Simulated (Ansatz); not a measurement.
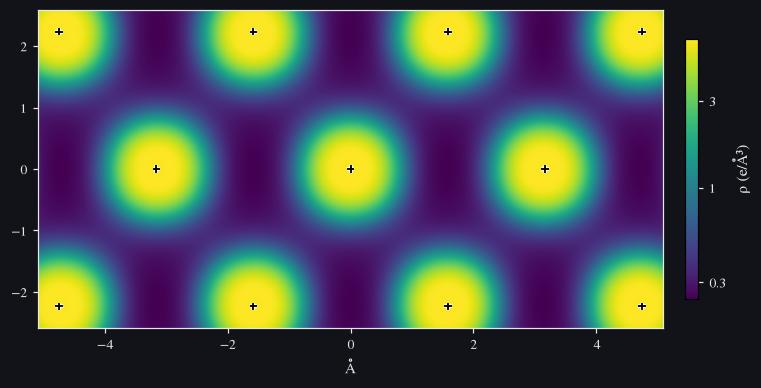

The valence pseudo-density on a plane through atoms (crosses mark nuclei in the plane).

Method: DFT PBE, scalar-relativistic, plane waves, PAW in Ansatz 0.2.0.

Candidates:
A. Mo, a = 3.16 Å, b = 3.16 Å, c = 3.16 Å, α = 90.00°, β = 90.00°, γ = 90.00°. Space group Im-3m; computed without spin polarisation.
B. SiC, a = 4.38 Å, b = 4.38 Å, c = 4.38 Å, α = 90.00°, β = 90.00°, γ = 90.00°. Space group F-43m.

Which system is this?

Candidate A: Mo on the (101̄) plane of the conventional cell, which holds Mo. Mo–Mo (2.74 Å): ρ at the midpoint is about 0.37 e/Å³.
